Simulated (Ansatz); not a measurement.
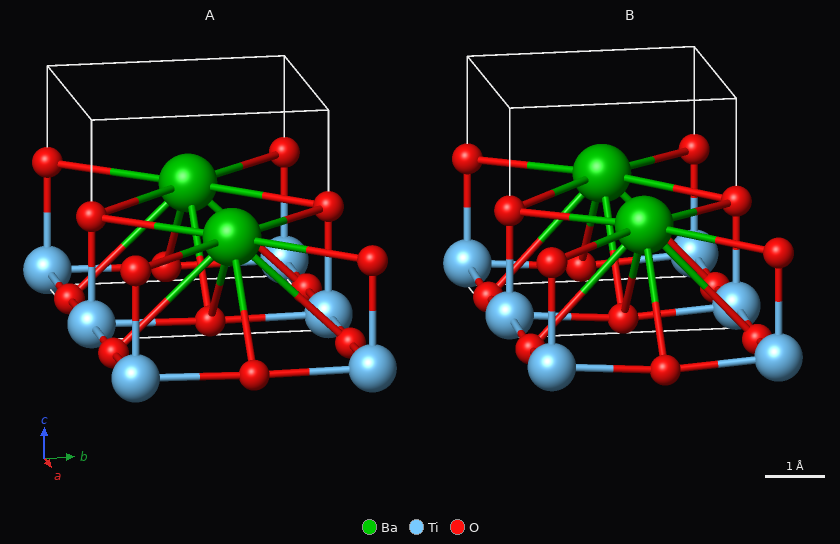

Two geometries of a crystal of BaTiO3 (set up in P4mm): one is the relaxed structure, the other was perturbed away from it. A ball-and-stick model of the cell of the calculation, repeated 2 × 1 × 1 with one cell outlined, seen slightly off an axis.

All numbers below come from Ansatz, DFT PBEsol, scalar-relativistic, plane waves, PAW. Settings: plane-wave cutoff 420 eV; k-point mesh 8 × 8 × 8; occupations gaussian; smearing width 0.02 eV; no spin polarisation.

Q: Which is the distorted one, and what does the distortion cost?

A: Structure A is the perturbed one. Biaxial strain in the a–b plane, +4.5 %, is applied. The c axis and the atoms are relaxed. It costs 44.2 meV per atom. The pressure goes from 0.0 to −7.9 GPa. The principal stresses (compression positive) are 0.0 GPa along c and −11.8 GPa across it. The volume changes by +4.6 %, with a = b 3.955 → 4.133 Å (+4.5 %), c 4.044 → 3.874 Å (−4.2 %). The largest move relative to the cell is that of the Ti atom, 0.099 Å along −c. By element the largest moves are Ti 0.099 Å, Ba 0.057 Å, O 0.032 Å. Near-neighbour distances before and after: O–Ti 2.204 → 1.979 Å, Ba–O 2.800 → 2.923 Å, O–Ti 1.983 → 2.067 Å, O–Ti 1.840 → 1.895 Å. The space group stays P4mm (No. 99).
